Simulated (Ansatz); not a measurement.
PbS: several calculations on one system

## 1. Scan

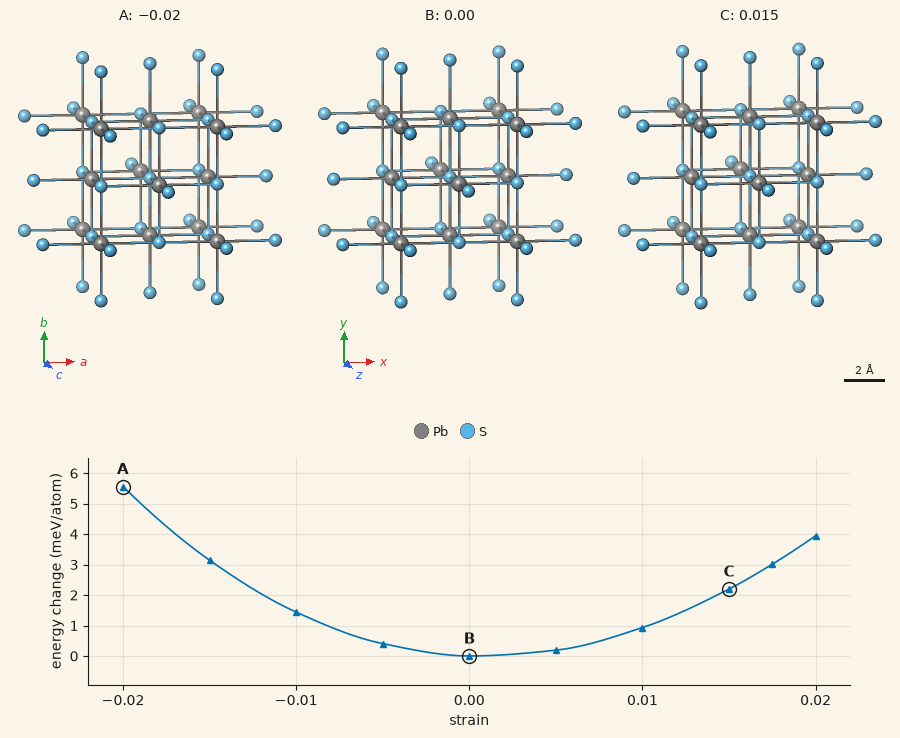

A scan of crystalline PbS (Fm-3m): the cell is strained along y alone, with the atoms kept at their fractional coordinates. x, y and z are the Cartesian axes of the input. The lettered frames are marked on the plot. The picture is a ball-and-stick view of the conventional cell (4 times the calculation's cell), seen along the c axis, with a slight tilt. Lengths and directions refer to the drawn axes.

Level of theory: DFT PBE+D3(BJ), scalar-relativistic, plane waves, PAW (Ansatz). Settings: plane-wave cutoff 420 eV; k-point mesh 10 × 10 × 10; occupations gaussian; smearing width 0.03 eV; no spin polarisation. Energies (free energies at the smearing named) are counted from the cell as listed in its source, which wasn't relaxed.

Question: Describe the profile.

Answer: Of the computed points the lowest is at the strain 0.00, 0.00 meV/atom. At the ends of the scan the energy is 5.56 meV/atom (−0.02) and 3.95 meV/atom (0.02). The curvature at zero strain, (1/V) d²E/dε², is about 150 GPa; it is C₂₂ with clamped ions. The distortion takes the space group from Fm-3m to I4/mmm. At the strain −0.02 the cell of the drawing goes b 5.930 → 5.811 Å.

## 2. Scan

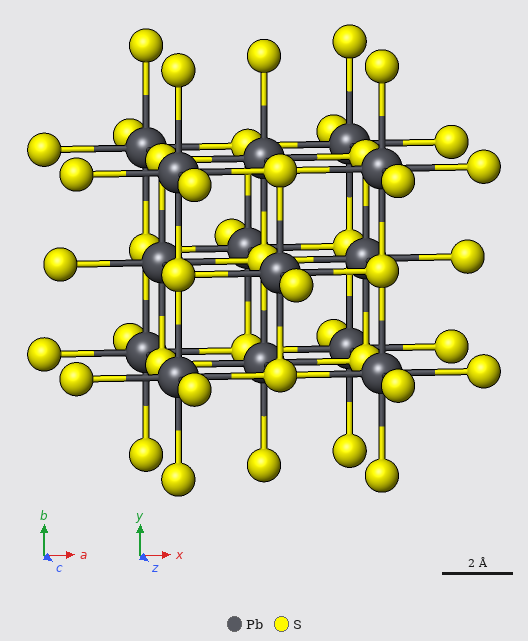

Crystalline PbS (Fm-3m): the cell is strained equally along x and y and separately along z, with the atoms kept at their fractional coordinates. x, y and z are the Cartesian axes of the input. The picture shows the reference cell. A ball-and-stick model of the conventional cell (4 times the calculation's cell), seen along the c axis, with a slight tilt. Lengths and directions refer to the drawn axes.

These are results of DFT PBE+D3(BJ), scalar-relativistic, plane waves, PAW in Ansatz, not measurements. Set-up: plane-wave cutoff 420 eV; k-point mesh 10 × 10 × 10; occupations gaussian; smearing width 0.03 eV; no spin polarisation. Energies (free energies at the smearing named) are counted from the cell as listed in its source, which wasn't relaxed.

Input file:
```yaml
crystal:
  lattice:
    - [0.0, 2.965, 2.965]
    - [2.965, 0.0, 2.965]
    - [2.965, 2.965, 0.0]
  atoms:
    - { symbol: Pb, position: [0.0, 0.0, 0.0] }
    - { symbol: S, position: [0.5, 0.5, 0.5] }
basis:
  ecutwfc: 420
kpoints:
  mp_grid: { grid: [10, 10, 10] }
hamiltonian:
  xc: pbe
  dispersion: d3bj
scf:
  occupations: { method: gaussian, width: 0.03 }
output:
  forces: true
  stress: true
  eigenvalues: true
```

Question: What energies does the calculation give on a grid with rows −0.050, −0.025, 0.000, 0.025, 0.050 and columns −0.050, −0.025, 0.000, 0.025, 0.050 (strain along x and y; strain along z)?

Answer: Rows: strain along x and y; columns: strain along z; values in meV/atom.

```tsv
	−0.050	−0.025	0.000	0.025	0.050
−0.050	127.1	93.7	80.1	81.0	92.2
−0.025	61.5	30.3	18.9	22.2	36.2
0.000	37.7	8.7	0.0	6.2	23.0
0.025	45.5	19.5	13.7	22.6	40.9
0.050	77.0	54.1	50.0	55.4	67.0
```

In pairs of (strain along x and y; strain along z): the lowest computed point lies at (0.000, 0.000) (0.0 meV/atom), the highest at (−0.050, −0.050) (127.1 meV/atom). The valley is tilted: raising the in-plane strain is made harder by raising the strain along z (cross term 0.13 of the geometric mean of the two curvatures). Over the ranges scanned the energy rises more along the first axis, the in-plane strain. The pressure runs from −4.2 GPa at (0.050, 0.050) to 12.3 GPa at (−0.050, −0.050).

As a map, interpolated between the computed points (dots):

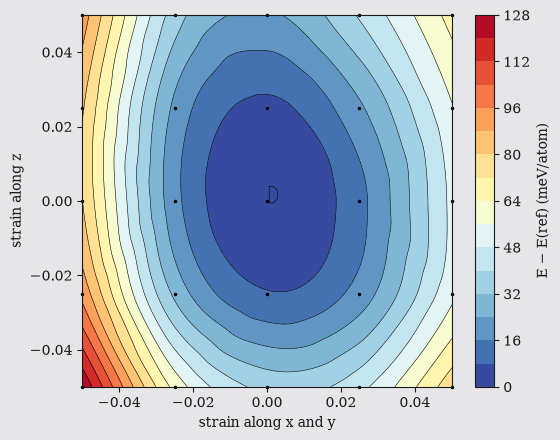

## 3. Energy map

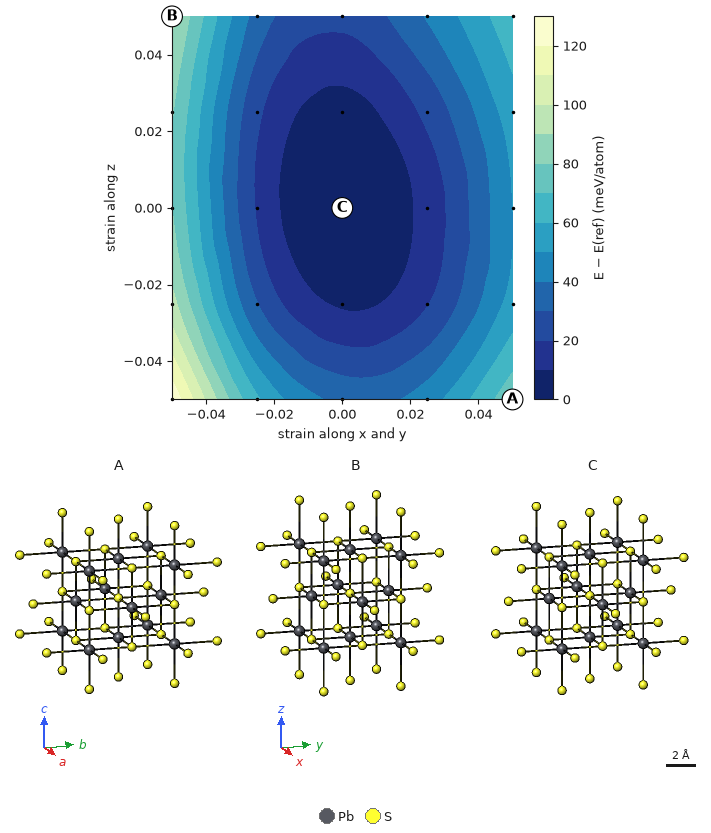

Energy scan for crystalline PbS (Fm-3m), in which the cell is strained equally along x and y and separately along z, with the atoms kept at their fractional coordinates. x, y and z are the Cartesian axes of the input. The map is interpolated between the computed points (dots). The lettered frames are marked on it. Style: ball-and-stick. Shown: the conventional cell (4 times the calculation's cell), slightly off an axis. Lengths and directions refer to the drawn axes.

Theory: DFT PBE+D3(BJ), scalar-relativistic, plane waves, PAW (Ansatz 0.2.0). (plane-wave cutoff 420 eV; k-point mesh 10 × 10 × 10; occupations gaussian; smearing width 0.03 eV; no spin polarisation). Energies (free energies at the smearing named) are counted from the cell as listed in its source, which wasn't relaxed.

Question: Where is the lowest point of the map, and what else does it tell?

Answer: In pairs of (strain along x and y; strain along z): the lowest computed point lies at (0.000, 0.000) (0.0 meV/atom), the highest at (−0.050, −0.050) (127.1 meV/atom). The valley is tilted: raising the in-plane strain is made harder by raising the strain along z (cross term 0.13 of the geometric mean of the two curvatures). Over the ranges scanned the energy rises more along the first axis, the in-plane strain. The pressure runs from −4.2 GPa at (0.050, 0.050) to 12.3 GPa at (−0.050, −0.050). The frames lie at A (0.050, −0.050): 77.0 meV/atom, B (−0.050, 0.050): 92.2 meV/atom, C (0.000, 0.000): 0.0 meV/atom.

The computed points:

Rows: strain along x and y; columns: strain along z; values in meV/atom.

|  | −0.050 | −0.025 | 0.000 | 0.025 | 0.050 |
| --- | --- | --- | --- | --- | --- |
| −0.050 | 127.1 | 93.7 | 80.1 | 81.0 | 92.2 |
| −0.025 | 61.5 | 30.3 | 18.9 | 22.2 | 36.2 |
| 0.000 | 37.7 | 8.7 | 0.0 | 6.2 | 23.0 |
| 0.025 | 45.5 | 19.5 | 13.7 | 22.6 | 40.9 |
| 0.050 | 77.0 | 54.1 | 50.0 | 55.4 | 67.0 |
